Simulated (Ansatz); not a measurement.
**Al: density, localisation and related maps**

The calculation's input:

```
crystal:
  lattice:
    - [2.9162060727, 0.0, 0.0]
    - [-1.4581030364, 2.5255085417, 0.0]
    - [1.4581030364, 0.8418361806, 2.2164595089]
  atoms:
    - { symbol: Al, position: [0.0, 0.0, 0.0] }
basis:
  ecutwfc: 500
kpoints:
  mp_grid: { grid: [12, 12, 15] }
hamiltonian:
  xc: r2scan
scf:
  occupations: { method: gaussian, width: 0.1 }
output:
  forces: true
  stress: true
  eigenvalues: true
  write_density: true
  write_potential: true
  elf: true
  volumetric_format: npy
relax:
  adjacent_minimum: "off"
  f_tol: 0.01
  max_steps: 50
  cell: { fix: [a, b, gamma], stress_tol: 0.1 }
```

Launched as:

```sh
ansatz run input.yaml --threads 2 --pin off --max-ram 5120MiB --backend cpu --events-out ev --progress --plain --runs-dir out
```

Below, planes, directions and counts refer to the conventional cell (a = 2.92 Å, b = 2.92 Å, c = 6.77 Å, α = 90.00°, β = 90.01°, γ = 120.00°).

The fields are those of the run's last geometry, not of the input's.

Space group R-3m; computed pressure about −3 GPa in this cell; computed without spin polarisation.

All numbers below come from DFT r2SCAN, scalar-relativistic, plane waves, PAW (Ansatz).

In a PAW calculation such maps are meaningful between the atoms, not at the nuclei.

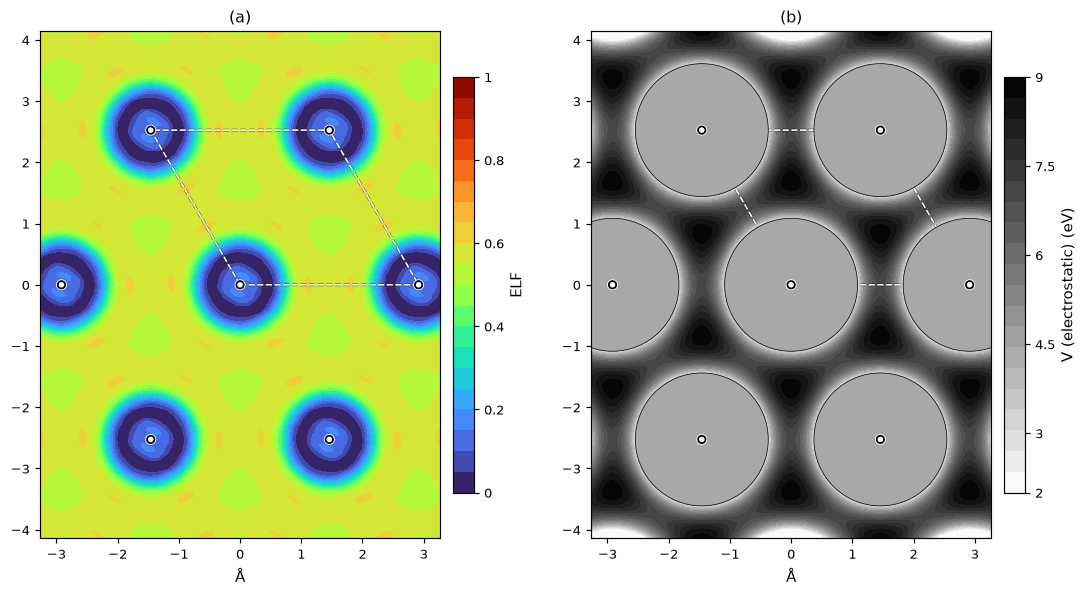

Figure 1. (a) electron localisation function; (b) electrostatic potential (local pseudopotential plus Hartree) felt by an electron on the (001) plane of the conventional cell. Circles mark the nuclei in the plane (Al). Grey discs cover the atomic cores in the potential map.

**Interpret the plot.**

Atoms in the plane: Al.
Al–Al (2.92 Å): the ELF peaks at about 0.60 between the atoms.
Outside the cores the potential energy rises away from the atoms and is highest about 1.7 Å from the nearest atoms; its zero is arbitrary.

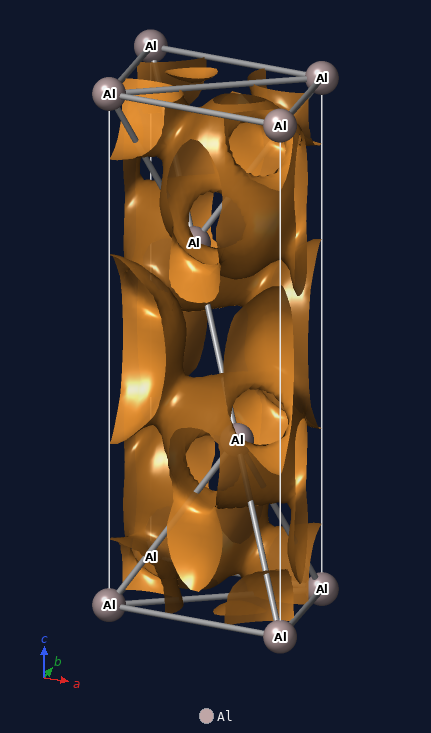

Figure 2. Isosurface of the ELF at 0.55 (orange), seen slightly off an axis. Core shells and regions of very low density are left out. Sticks mark near contacts.

**Describe the localisation domains.**

The surface consists of one network that runs through the whole crystal, counted in one cell of 3 atoms. Any copies at cell faces, edges or corners count once. There are no localised bonds or lone pairs at this value. Along the contacts the grid gives the following. Al–Al (2.81 Å): the ELF peaks at about 0.65 between the atoms.

**Metal or insulator at this level of theory?**

It is metallic or semimetallic at this level of theory: no gap opens.
